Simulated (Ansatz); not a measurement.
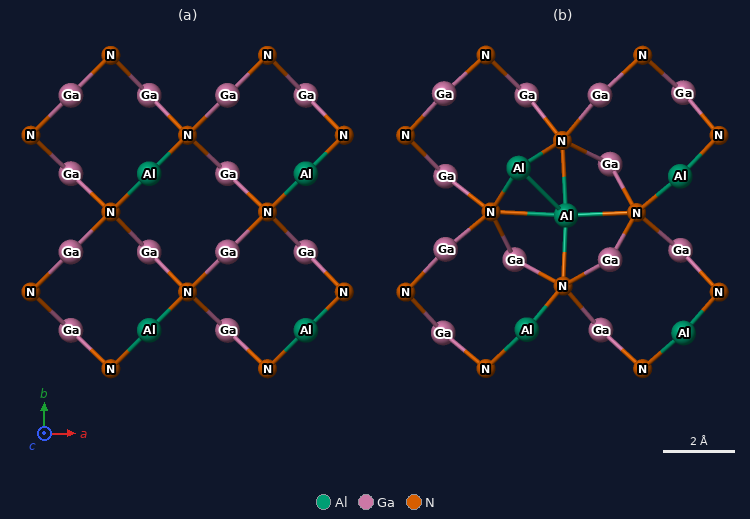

Left: perfect AlGa₃N₄. Right: the same region with one point defect, after relaxing the atoms in a supercell of 32 sites. Style: ball-and-stick. Shown: the atoms within 5.4 Å of one point, in a slice 4.2 Å thick across the line of sight, along the c axis.

Method: DFT PBEsol, scalar-relativistic, plane waves, PAW in Ansatz. Set-up: plane-wave cutoff 420 eV; k-point mesh 2 × 2 × 2; occupations gaussian; smearing width 0.01 eV; mesh shifted by (0.5, 0.5, 0.5); collinear spin. The cell is small and the k-mesh coarse, so the numbers are rough. The axes drawn are those of the host's conventional cell.

Question: Which defect is it?

Answer: An extra aluminium atom is put between the host's atoms (an interstitial).

The charge state of the cell is 0.

Question: What does the relaxation do around it?

Answer: The Al atom starts with 1 Al at 1.93 Å, 3 Ga at 1.93 Å, 6 N at 2.21 to 2.26 Å around its place and ends with 6 N at 2.01 to 2.14 Å, 3 Ga at 2.30 Å, 1 Al at 2.34 Å. Of the host's atoms, a gallium atom moves furthest from its site, by 0.41 Å. The Al atom itself moves 0.19 Å from where it was put. The cell ends without a net magnetic moment.
